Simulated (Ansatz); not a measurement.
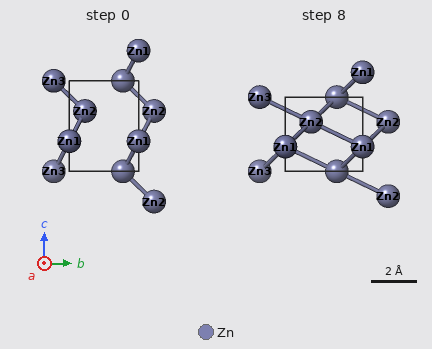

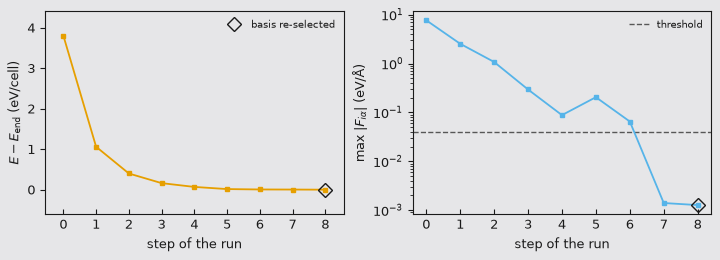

First and last geometry of a relaxation of solid Zn (built on the trigonal selenium_152 type) (coarse preliminary run), with the history of the run. Style: ball-and-stick. Shown: the cell of the calculation, along the a axis.

Case: trigonal selenium type (P3_121, No. 152).

Computed with Ansatz, DFT r2SCAN, scalar-relativistic, plane waves, PAW. (plane-wave cutoff 500 eV; k-point mesh 6 × 6 × 4; occupations gaussian; smearing width 0.1 eV; no spin polarisation; cell and atoms relaxed; force threshold 0.04 eV/Å; at most 70 steps)

**What do the curves and the structures tell?**

It converged. Over 7 accepted moves (8 points after the start) the energy falls by 3.805 eV per cell of the calculation. Largest force component: 7.7 eV/Å at the start, 0.0013 eV/Å at the end. The pressure goes from 38.58 to −0.24 GPa. At 1 point the geometry stayed and the basis and grid were re-selected for the new cell (energy shift of 3.4 meV per cell of the calculation at most each time). The largest moves relative to the cell, 0.44 Å, are those of Zn1, Zn2 and Zn3. Zn2 goes along +b. The volume changes by +2.2 %, with a = b 3.615 → 4.035 Å (+11.6 %), c 4.101 → 3.364 Å (−18.0 %). Some distances before and after: Zn1–Zn2 1.965 → 2.585 Å, Zn1–Zn2 (another image) 2.845 → 2.586 Å. Among the angles between lasting bonds that change: Zn2–Zn1–Zn3 103.1° → 77.4°. The space group (tolerance 0.01 Å) goes from P3_121 (No. 152) to R-3m (No. 166). The run took roughly 80 core-seconds on a shared host.

Limits of the set-up: the k-point mesh is coarse for a cell with partly filled bands.
